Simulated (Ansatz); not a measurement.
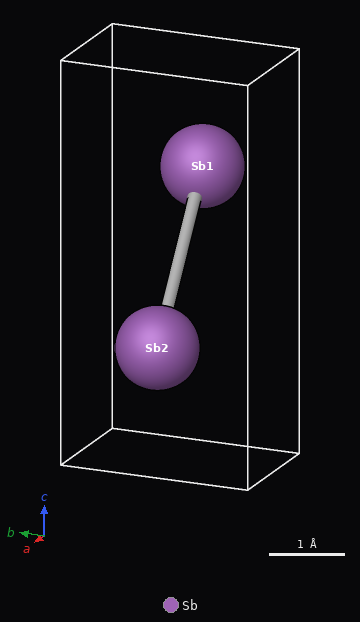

The input geometry of run A (ball-and-stick view of the cell of the calculation, seen at an oblique angle; atoms are numbered from 1 in the order of the input). An atom can appear more than once, as a periodic image.

**Sb: a changed input and its effect**

System: Sb (P6₃/mmc, 2 atoms in the cell).
Method of run A: Kohn-Sham DFT of a periodic cell, revPBE, Ansatz PAW, no spin polarisation (Ansatz 0.2.0).

The structure derives from a Materials Project entry. Text and figures count atoms from 1; the logs count them from 0 in places.

### Input file, run A
```yaml
crystal:
  lattice:
    - [3.3545324186, 0.0, 0.0]
    - [-1.6772662093, 2.9051102923, 0.0]
    - [0.0, 0.0, 5.47016065]
  atoms:
    - { symbol: Sb, position: [0.6666666667, 0.3333333333, 0.75] }
    - { symbol: Sb, position: [0.3333333333, 0.6666666667, 0.25] }
hamiltonian:
  xc: revpbe
  pseudopotentials: { kind: paw }
kpoints:
  mp_grid: { grid: [9, 9, 5] }
scf:
  occupations: { method: fermi_dirac, width: 0.05 }
output:
  forces: true
  stress: true
  eigenvalues: true
relax:
  f_tol: 0.01
  max_steps: 40
  cell: { stress_tol: 0.05 }
```

Launched with:
```bash
ansatz run input.yaml --threads 2 --pin off --max-ram 5632MiB --backend cpu --events-out ev --progress --plain --runs-dir out
```

Hardware: 2 threads of Arm Neoverse V2, 24 GiB of memory available, shared host.

### Output, shortened to warnings, some set-up lines, iterations and results (run A)
```
Basis set: ecut = 420 eV, 1087 PW (Γ), exchange–correlation on 48×48×80 points (8 copies of the dense FFT grid, shifted against one another)
Symmetry: 24 space group operations
k-points: 36 of 405
Initial density: superposition of atomic densities (neutral atoms: chi_scale 0, normalization atom), corrected by the library's trained network
[...]
SCF iter   1: F=—  HF=-12980.752750 eV  |F-HF|=—  |Δ(HF+E_count)|=         —  Δρ=2.75e-3  dr2=2.01e-3  ethr=1.77e-3  ⟨swp⟩=5.8  Hψ=3356  notcnv=0
SCF iter   2: F=—  HF=-12980.751534 eV  |F-HF|=—  |Δ(HF+E_count)|=   1.22e-3  Δρ=1.23e-3  dr2=6.15e-4  ethr=6.70e-6  ⟨swp⟩=2.0  Hψ=1438  notcnv=0
SCF iter   3: F=—  HF=-12980.751657 eV  |F-HF|=—  |Δ(HF+E_count)|=   1.23e-4  Δρ=5.89e-4  dr2=1.53e-4  ethr=2.05e-6  ⟨swp⟩=1.0  Hψ=677  notcnv=0
SCF iter   4: F=—  HF=-12980.751681 eV  |F-HF|=—  |Δ(HF+E_count)|=   2.40e-5  Δρ=5.90e-5  dr2=1.65e-6  ethr=5.09e-7  ⟨swp⟩=2.0  Hψ=853  notcnv=0
SCF iter   5: F=—  HF=-12980.751685 eV  |F-HF|=—  |Δ(HF+E_count)|=   4.04e-6  Δρ=1.67e-5  dr2=1.46e-7  ethr=5.51e-9  ⟨swp⟩=3.0  Hψ=1240  notcnv=0
[... 45 lines ...]
SCF iter   3: F=—  HF=-12980.770286 eV  |F-HF|=—  |Δ(HF+E_count)|=   2.46e-7  Δρ=2.92e-6  dr2=9.92e-10  ethr=1.21e-10  ⟨swp⟩=2.9  Hψ=1263  notcnv=0
SCF iter   4: F=—  HF=-12980.770286 eV  |F-HF|=—  |Δ(HF+E_count)|=   3.29e-9  Δρ=4.97e-7  dr2=1.54e-10  ethr=3.31e-12  ⟨swp⟩=2.1  Hψ=1148  notcnv=0
SCF iter   5: F=-12980.770286 eV  HF=-12980.770286 eV  |F-HF|=0.00e0  |Δ(HF+E_count)|=  7.28e-12  Δρ=8.77e-8  dr2=6.56e-12  ethr=1.00e-12  ⟨swp⟩=5.1  Hψ=3104  notcnv=0
SCF 9 converged in 5 iterations: F = -12980.770286 eV  dr2 = 6.56e-12
relax step   9: F+E_penalty+E_count = -12980.77028587 eV  Δ(F+E_penalty+E_count) = -4.328e-4 eV  max|allowed force component| = 4.626e-17 eV/Å  Δτ_max = 0.0000 Å  P = +0.030 …
basis re-selected at this cell: Δ(F+E_penalty+E_count) = -4.328e-4 eV, ΔP = -0.008 GPa vs the last step (what re-selecting the basis moved, of the pressure what is left beyond the Pulay correction that the steps carried, after the strain that the cell walked since its last selection, with what the …
SCF converged after 5 iterations
Free energy (F): -12980.770286 eV
Harris-Foulkes:  -12980.770286 eV  (|F-HF|=0.00e0)
Internal energy: -12980.758710 eV  (E = F + TS)
E sigma→0 (E₀):  -12980.764498 eV
Entropy (-TS):   -0.011576 eV (-5.788 meV/atom)
Fermi energy:    11.270531 eV
--- Per-component energies (eV) ---
  E_band       = -301.182624
  E_kinetic    = 411.465578
  E_local      = -2917.091806  (includes V_loc(G=0)·N_el)
  E_nonlocal   = 722.013897
  E_hartree    = 1329.496884
  E_xc         = -276.643923
  E_vxc        = -191.539694  (∫ρ·V_xc dr)
  E_paw        = -9161.327460  (= ΣΔE_a)
  E_vpaw       = -985.024345  (= ΣTr[D̂ρ^β])
  E_aug_tail   = -0.000003  (compensation charges beyond the density's cutoff)
  E_ewald      = -3088.658054
  E_core_change = -0.013823  (= ΣΔE_core)
  E_smearing   = -0.011576  (= −TS)
  E_closure    = -0.000000  (closes the sum)
  Σ components = -12980.770286   (vs F -12980.770286, Δ=0.00e0)
--- Forces (eV/Å), atoms counted from 1 ---
  atom   1  Sb     0.00000000     0.00000000     0.00000000
  atom   2  Sb    -0.00000000    -0.00000000    -0.00000000
  max |Σ_I F_I| component: 9.25e-18 eV/Å
--- Stress (GPa, compression-positive) ---
        0.026230       0.000000      -0.000000
       -0.000000       0.026230      -0.000000
       -0.000000      -0.000000       0.037130
  P = ⅓ Tr σ = 0.0299 GPa (0.299 kbar)
--- Relaxed structure (8 steps of the walk, 8 accepted, 1 SCFs on fresh bases) ---
  F+E_penalty+E_count = -12980.77028587 eV   max|allowed force component| = 4.626e-17 eV/Å   (the final SCF, on the basis selected at the relaxed cell)
  cell:  # Å, volume = 55.5448 Å³
    - [3.4619289755242026, 1.430516922659138e-34, 0.0]
    - [-1.7309644877621013, 2.9981184389013955, 0.0]
    - [0.0, 0.0, 5.351511150809205]
  atoms:
[...]
```

The input of run B differs as follows (lines with − go, lines with + come):
```diff
-  xc: revpbe
+  xc: blyp
+  write_density: true
+  write_potential: true
+  elf: true
+  volumetric_format: npy
```

Predict how the results change.

The total energies belong to different methods, so their difference says nothing on which is more stable or more accurate. The volume per atom goes from 27.77 to 33.14 Å³. The functional changes from revPBE to BLYP. The SCF takes 118 iterations over all geometry steps against 37. On the same kind of shared host run B took about 3.1 times as long.

### Output, shortened to warnings, some set-up lines, iterations and results (run B)
```
Basis set: ecut = 420 eV, 1087 PW (Γ), exchange–correlation on 48×48×80 points (8 copies of the dense FFT grid, shifted against one another)
Symmetry: 24 space group operations
k-points: 36 of 405
Initial density: superposition of atomic densities (neutral atoms: chi_scale 0, normalization atom), corrected by the library's trained network
[...]
SCF iter   1: F=—  HF=-13001.419971 eV  |F-HF|=—  |Δ(HF+E_count)|=         —  Δρ=7.16e-3  dr2=2.36e-2  ethr=1.77e-3  ⟨swp⟩=5.9  Hψ=3358  notcnv=0
SCF iter   2: F=—  HF=-13001.415047 eV  |F-HF|=—  |Δ(HF+E_count)|=   4.92e-3  Δρ=4.89e-3  dr2=1.10e-2  ethr=7.86e-5  ⟨swp⟩=1.6  Hψ=1011  notcnv=0
SCF iter   3: F=—  HF=-13001.413242 eV  |F-HF|=—  |Δ(HF+E_count)|=   1.80e-3  Δρ=1.58e-3  dr2=8.76e-4  ethr=3.66e-5  ⟨swp⟩=2.0  Hψ=1211  notcnv=0
SCF iter   4: F=—  HF=-13001.412978 eV  |F-HF|=—  |Δ(HF+E_count)|=   2.63e-4  Δρ=9.92e-4  dr2=3.42e-4  ethr=2.92e-6  ⟨swp⟩=2.0  Hψ=1204  notcnv=0
SCF iter   5: F=—  HF=-13001.412991 eV  |F-HF|=—  |Δ(HF+E_count)|=   1.31e-5  Δρ=5.35e-4  dr2=7.64e-5  ethr=1.14e-6  ⟨swp⟩=2.0  Hψ=1213  notcnv=0
[... 156 lines ...]
SCF iter   3: F=—  HF=-13002.051835 eV  |F-HF|=—  |Δ(HF+E_count)|=   1.46e-8  Δρ=3.13e-6  dr2=4.14e-9  ethr=1.25e-10  ⟨swp⟩=2.0  Hψ=1222  notcnv=0
SCF iter   4: F=—  HF=-13002.051835 eV  |F-HF|=—  |Δ(HF+E_count)|=   1.48e-9  Δρ=6.09e-7  dr2=1.62e-10  ethr=1.38e-11  ⟨swp⟩=2.0  Hψ=1222  notcnv=0
SCF iter   5: F=-13002.051835 eV  HF=-13002.051835 eV  |F-HF|=1.09e-11  |Δ(HF+E_count)|=  1.09e-11  Δρ=8.23e-8  dr2=2.84e-12  ethr=1.00e-12  ⟨swp⟩=6.9  Hψ=3443  notcnv=0
SCF 24 converged in 5 iterations: F = -13002.051835 eV  dr2 = 2.84e-12
relax step  24: F+E_penalty+E_count = -13002.05183535 eV  Δ(F+E_penalty+E_count) = -8.498e-4 eV  max|allowed force component| = 1.168e-16 eV/Å  Δτ_max = 0.0000 Å  P = -0.012 …
basis re-selected at this cell: Δ(F+E_penalty+E_count) = -8.498e-4 eV, ΔP = -0.012 GPa vs the last step (what re-selecting the basis moved, of the pressure what is left beyond the Pulay correction that the steps carried, after the strain that the cell walked since its last selection, with what the …
SCF converged after 5 iterations
Free energy (F): -13002.051835 eV
Harris-Foulkes:  -13002.051835 eV  (|F-HF|=1.09e-11)
Internal energy: -13002.040100 eV  (E = F + TS)
E sigma→0 (E₀):  -13002.045968 eV
Entropy (-TS):   -0.011735 eV (-5.868 meV/atom)
Fermi energy:    8.868742 eV
--- Per-component energies (eV) ---
  E_band       = -360.860516
  E_kinetic    = 413.652882
  E_local      = -3311.411879  (includes V_loc(G=0)·N_el)
  E_nonlocal   = 716.167877
  E_hartree    = 1493.248383
  E_xc         = -272.575496
  E_vxc        = -186.150873  (∫ρ·V_xc dr)
  E_paw        = -9184.857879  (= ΣΔE_a)
  E_vpaw       = -979.615410  (= ΣTr[D̂ρ^β])
  E_aug_tail   = -0.000003  (compensation charges beyond the density's cutoff)
  E_ewald      = -2856.121353
  E_core_change = -0.142634  (= ΣΔE_core)
  E_smearing   = -0.011735  (= −TS)
  E_closure    = -0.000000  (closes the sum)
  Σ components = -13002.051835   (vs F -13002.051835, Δ=0.00e0)
--- Forces (eV/Å), atoms counted from 1 ---
  atom   1  Sb     0.00000000    -0.00000000     0.00000000
  atom   2  Sb    -0.00000000     0.00000000    -0.00000000
  max |Σ_I F_I| component: 1.85e-17 eV/Å
--- Stress (GPa, compression-positive) ---
       -0.010113      -0.000000       0.000000
        0.000000      -0.010113       0.000000
        0.000000       0.000000      -0.016543
  P = ⅓ Tr σ = -0.0123 GPa (-0.123 kbar)
--- Relaxed structure (22 steps of the walk, 21 accepted, 2 SCFs on fresh bases) ---
  F+E_penalty+E_count = -13002.05183535 eV   max|allowed force component| = 1.168e-16 eV/Å   (the final SCF, on the basis selected at the relaxed cell)
  cell:  # Å, volume = 66.2854 Å³
    - [4.293482441277417, -7.15258461329569e-36, 0.0]
    - [-2.1467412206387086, 3.7182648648486727, 0.0]
    - [0.0, 0.0, 4.152100016460044]
  atoms:
    - { symbol: Sb, position: [0.6666666666666665, 0.33333333333333326, 0.75] }
    - { symbol: Sb, position: [0.33333333333333326, 0.6666666666666665, 0.25] }
```

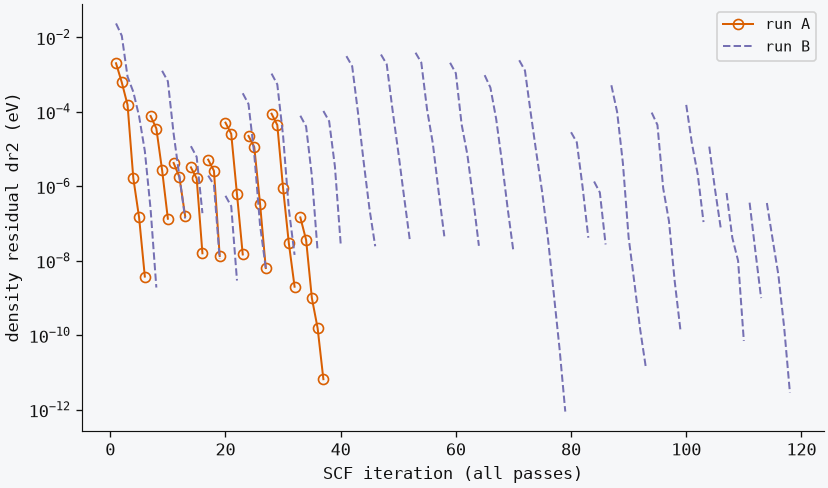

Convergence of the two runs: density residual dr2 against the SCF iteration. A break in a curve parts two SCF passes. Run A takes 37 iterations in all, and run B takes 118.

### The two runs side by side

| quantity | run A | run B |
| --- | --- | --- |
| outcome | converged | converged |
| free energy per atom (eV) | −6490.3851 | −6501.0259 |
| energy per atom, smearing taken to zero (eV) | −6490.3822 | −6501.0230 |
| gap on the mesh (eV) | 0.00 | 0.00 |
| pressure (GPa) | 0.03 | −0.01 |
| volume per atom (Å³) | 27.77 | 33.14 |
| largest force (eV/Å) | 0.000 | 0.000 |
| SCF iterations | 37 | 118 |
| irreducible k-points | 36 | 36 |
| wall time (shared host) | 7.3 s | 22 s |

For both runs: Points of doubt noted for this run: forces on files of another functional.
